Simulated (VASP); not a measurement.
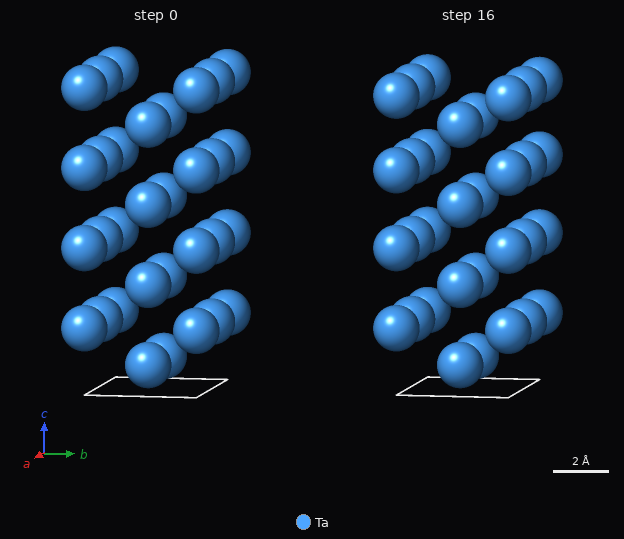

The structure of a slab of composition Ta before (left) and after (right) a relaxation, at one scale.

The picture is a spheres-only view of the 2 × 1 repeat of the cell, outlined in the plane, without the vacuum, seen slightly off an axis.

The run lets the atoms move in a fixed cell. 4 atoms are held fixed.

Level of theory: Kohn-Sham DFT of a periodic cell, PBE with D3, VASP PAW PBE potentials, recommended in VASP 6.6.1.

Input
```
SYSTEM = Ta
  ALGO = Normal
  DIPOL = 0.5 0.5 0.500
  EDIFF = 1E-6
  EDIFFG = -0.005
  ENCUT = 520
  GGA = PE
  IBRION = 2
  IDIPOL = 3
  ISIF = 2
  ISMEAR = 0
  IVDW = 11
  LASPH = .True.
  LCHARG = .False.
  LDIPOL = .True.
  LREAL = .False.
  LWAVE = .False.
  NELM = 100
  NSW = 40
  PREC = Accurate
  SIGMA = 0.05
```

Command:
```bash
cat potpaw_PBE.64/Ta_pv/POTCAR > POTCAR
mpirun -np 1 vasp_std > vasp.out
```

> What changed between the two?

A Ta atom moves most: 0.29 Å along the normal (−c). The cell doesn't change. Among the contacts that change: Ta–Ta 2.984 → 2.778 Å, Ta–Ta 2.984 → 2.853 Å, Ta–Ta 2.984 → 2.899 Å, Ta–Ta 2.984 → 2.944 Å. The energy falls by 0.229 eV per cell of the calculation in 16 geometry steps. Largest force component: 1.6 eV/Å at the start, 1.6 eV/Å at the end. It ran on 1 thread of Intel(R) Xeon(R) Platinum 8488C (Sapphire Rapids), with other jobs on the host.
